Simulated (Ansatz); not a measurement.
TiO2 (slab)

Input file:

```
crystal:
  lattice:
    - [3.7697832595, 0.0, 0.0]
    - [-1.8848916298, 5.1343662475, 0.0]
    - [0.0, 0.0, 27.8517488464]
  atoms:
    - { symbol: O, position: [0.3143305433, 0.6286610866, 0.2692829108] }
    - { symbol: Ti, position: [0.1347718166, 0.2695436331, 0.2954108466] }
    - { symbol: O, position: [0.5980234974, 0.1960469949, 0.3007581652] }
    - { symbol: O, position: [0.9552130898, 0.9104261797, 0.3215387823] }
    - { symbol: Ti, position: [0.4184647707, 0.8369295414, 0.3268861009] }
    - { symbol: O, position: [0.238906044, 0.4778120879, 0.3530140367] }
    - { symbol: O, position: [0.4491023599, 0.8982047197, 0.3951839283] }
    - { symbol: Ti, position: [0.2695436331, 0.5390872663, 0.4213118641] }
    - { symbol: O, position: [0.732795314, 0.465590628, 0.4266591827] }
    - { symbol: O, position: [0.0899849064, 0.1799698128, 0.4474397998] }
    - { symbol: Ti, position: [0.5532365873, 0.1064731745, 0.4527871184] }
    - { symbol: O, position: [0.3736778605, 0.7473557211, 0.4789150542] }
    - { symbol: O, position: [0.5838741764, 0.1677483528, 0.5210849458] }
    - { symbol: Ti, position: [0.4043154497, 0.8086308994, 0.5472128816] }
    - { symbol: O, position: [0.8675671306, 0.7351342611, 0.5525602002] }
    - { symbol: O, position: [0.224756723, 0.4495134459, 0.5733408173] }
    - { symbol: Ti, position: [0.6880084038, 0.3760168077, 0.5786881359] }
    - { symbol: O, position: [0.5084496771, 0.0168993542, 0.6048160717] }
    - { symbol: O, position: [0.718645993, 0.437291986, 0.6469859633] }
    - { symbol: Ti, position: [0.5390872663, 0.0781745325, 0.6731138991] }
    - { symbol: O, position: [0.0023389471, 0.0046778943, 0.6784612177] }
    - { symbol: O, position: [0.3595285395, 0.719057079, 0.6992418348] }
    - { symbol: Ti, position: [0.8227802204, 0.6455604408, 0.7045891534] }
    - { symbol: O, position: [0.6432214937, 0.2864429873, 0.7307170892] }
basis:
  ecutwfc: 420
kpoints:
  mp_grid: { grid: [8, 5, 1] }
hamiltonian:
  xc: pbesol
scf:
  occupations: { method: gaussian, width: 0.05 }
output:
  forces: true
  eigenvalues: true
  write_density: true
  write_potential: true
  elf: true
  volumetric_format: npy
relax:
  adjacent_minimum: "off"
  f_tol: 0.02
  max_steps: 60
efield:
  axis: 3
  dipole_correction: true
```

Launched as:

```sh
ansatz run input.yaml --threads 2 --pin off --max-ram 5120MiB --backend cpu --events-out ev --progress --plain --runs-dir out
```

The fields are those of the relaxed geometry.

Computed without spin polarisation.

Theory: Ansatz, DFT PBEsol, scalar-relativistic, plane waves, PAW.

**Predict the valence pseudo-density and electron localisation function between the atoms.**

Ti–O (1.77 Å): ρ is about 1.2 e/Å³ halfway; the ELF peaks at about 0.80 in the valence shell of O, 0.6 Å from its nucleus, and is about 0.30 at the midpoint; no localised pair shows between them.
Ti–Ti (2.83 Å): the density is about 0.33 e/Å³ at the midpoint; the ELF is about 0.15 at the midpoint; no localised pair shows between them.
Ti–O (1.82 Å): the density is about 1 e/Å³ at the midpoint; the ELF peaks at about 0.80 in the valence shell of O, 0.5 Å from its nucleus, and is about 0.25 at the midpoint; no shared electron pair shows on this line.

**Does the calculation give a band gap?**

It is gapped, with a Kohn–Sham gap of 2.4 eV on the k-point mesh, an upper bound to the gap of this method.

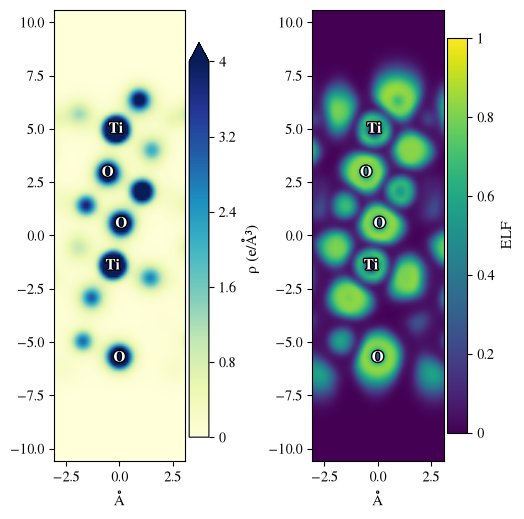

Computed valence pseudo-density and electron localisation function on the (11̄0) plane of the calculation cell, a cut from vacuum to vacuum, in this order. Atoms just off the plane (O, 0.4 Å away and Ti, 0.4 Å away) can leave unmarked features too.

Core electrons are frozen (PAW), and the valence fields are smoothed inside the atomic spheres.
